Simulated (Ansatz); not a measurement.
Convergence test: the response cutoff (empty bands raised with it) is varied and all else is held.
BN (F-43m, 2 atoms in the cell); G0W0@PBE, full frequency by contour deformation, all-electron datasets in plane waves (scalar-relativistic, Gaussian nuclei) (Ansatz); cutoff 3300 eV, 2×2×2 k-mesh.
Values: 180 eV, 280 eV, 350 eV, 444.7 eV and 560 eV.

### How do the results converge (to 0.05 eV)?

The quasiparticle gap is within 0.05 eV of the largest setting's value from 444.7 eV on. It is 5.15 eV at 180 eV, 5.30 eV at 280 eV, 5.36 eV at 350 eV and 5.43 eV at 560 eV. The last step still moves it by 0.03 eV in the same direction, so the limit lies further: extrapolating the last two points as the cutoff to the power −3/2 gives about 5.50 eV, so against that limit no setting shown is within the tolerance. On so coarse a k-mesh the values belong to these settings and aren't the crystal's converged gap.

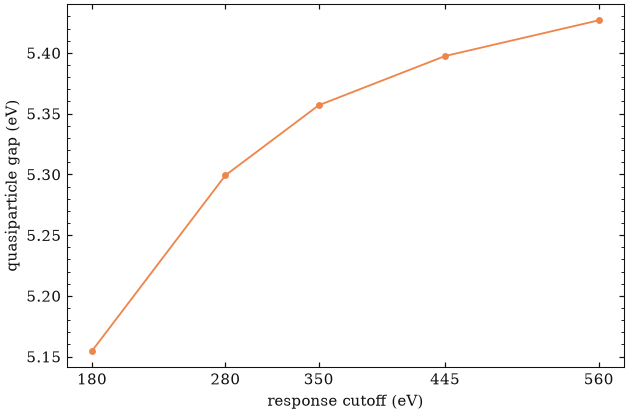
